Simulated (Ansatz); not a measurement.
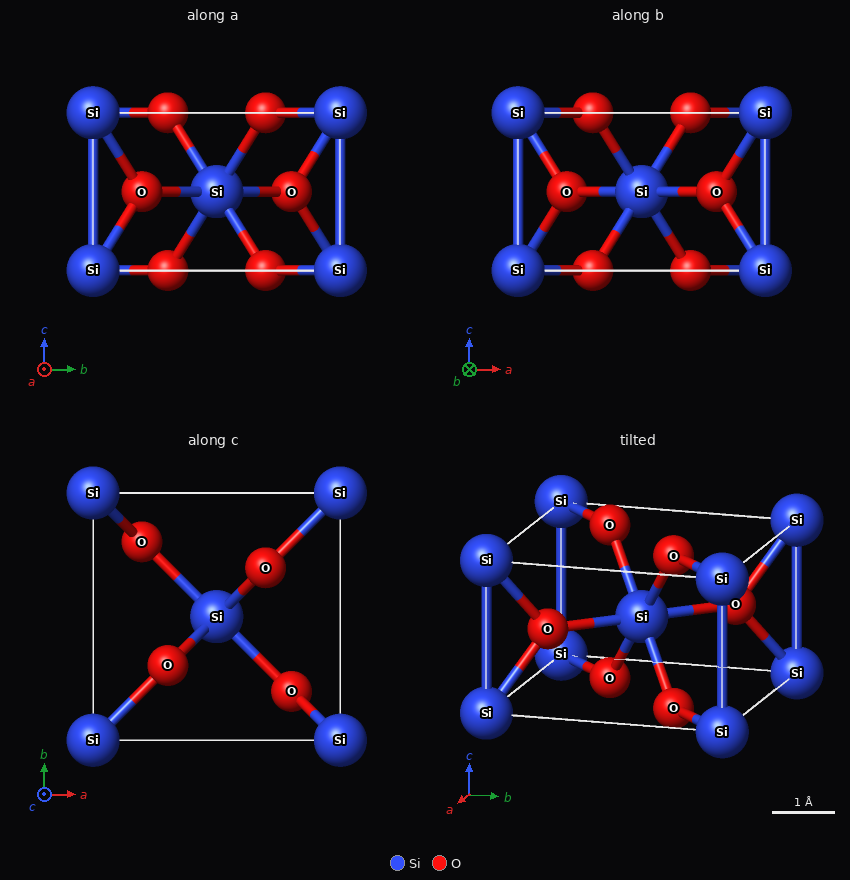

Ball-and-stick model, viewed along the a axis, along the b axis, along the c axis and slightly off an axis. The conventional unit cell is outlined; an atom on or near a face, edge or corner is repeated at each equivalent position.

Lattice parameters: a = 4.018 Å, b = 4.018 Å, c = 2.562 Å, α = 90.00°, β = 90.00°, γ = 90.00°.

Q: Reconstruct the structure as a table of Wyckoff sites, with free fractional coordinates to two decimals.

A: Space group P4_2/mnm (No. 136).
```tsv
atom	site	x	y	z
Si	2a	0.00	0.00	0.00
O	4f	0.30	0.30	0.00
```

The model was built from a structure type filled with these elements by a generator (whether the compound takes this form wasn't checked). The cell was then strained or its atoms displaced on purpose. It was the input of a calculation with Ansatz.

At this level of theory the run's own cell isn't at rest (compressed, at 48 GPa), so its distances can differ from those at equilibrium, the more so the softer the solid.
